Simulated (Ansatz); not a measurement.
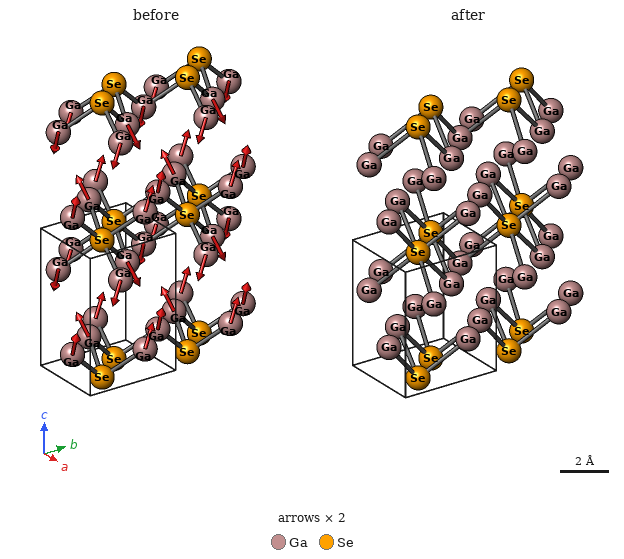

The structure of solid Ga3Se (a generated structure, set up in P-31m) (coarse preliminary run) before (left) and after (right) a relaxation, at one scale. The red arrows give the displacements (the part carried along by the change of the cell is left out), 2 times their true length.

A ball-and-stick model of the cell of the calculation, repeated 1 × 2 × 2 with one cell outlined, seen slightly off an axis.

Level of theory: Ansatz 0.2.0, DFT PBE, scalar-relativistic, plane waves, PAW.

Input
```yaml
crystal:
  lattice:
    - [5.78101977, 0.0, 0.0]
    - [-2.89050988, 5.00650998, 0.0]
    - [0.0, 0.0, 5.98026135]
  atoms:
    - { symbol: Ga, position: [0.64303999, 0.64303999, 0.77807099] }
    - { symbol: Ga, position: [0.35696001, 0.35696001, 0.22192901] }
    - { symbol: Ga, position: [0.0, 0.35696001, 0.77807099] }
    - { symbol: Ga, position: [0.35696001, 0.0, 0.77807099] }
    - { symbol: Ga, position: [0.64303999, 0.0, 0.22192901] }
    - { symbol: Ga, position: [0.0, 0.64303999, 0.22192901] }
    - { symbol: Se, position: [0.66666667, 0.33333333, 0.0] }
    - { symbol: Se, position: [0.33333333, 0.66666667, 0.0] }
basis:
  ecutwfc: 420
kpoints:
  mp_grid: { grid: [3, 3, 4] }
hamiltonian:
  xc: pbe
scf:
  occupations: { method: gaussian, width: 0.1 }
  lower_state_search: "off"
output:
  forces: true
  stress: true
  eigenvalues: true
relax:
  adjacent_minimum: "off"
  f_tol: 0.04
  max_steps: 70
  cell: { stress_tol: 0.4 }
```

Command:
```bash
ansatz run input.yaml --threads 1 --pin off --max-ram 2560MiB --backend cpu --events-out ev --progress --plain --runs-dir out
```

Q: Summarise the run.

A: Over 7 accepted moves (8 points after the start) the energy falls by 8.643 eV per cell of the calculation. Largest force component: 4.4 eV/Å at the start, 0.033 eV/Å at the end. Pressure: 28.51 GPa at the start and −0.13 GPa at the end. The SCF was repeated once at an unchanged geometry on a basis and grid sized afresh for the cell, which shifted the energy by 1.7 meV per cell of the calculation at most. The largest moves relative to the cell, 0.61 Å, are those of Ga1, Ga2, Ga3, Ga4, Ga5 and Ga6. Ga6 goes along [0 1 2]. Se stays in place. Cell: a = b 5.781 → 6.158 Å (+6.5 %), c 5.980 → 5.473 Å (−8.5 %). Volume +3.9 %. Near-neighbour distances that change, for instance: Ga1–Se7 2.287 → 2.752 Å. Bond angles that change, for instance: Se7–Ga2–Se8 93.7° → 80.5°, Ga1–Se8–Ga2 86.3° → 99.5°, Ga1–Se8–Ga3 89.7° → 83.7°. The space group stays P-31m (No. 162).
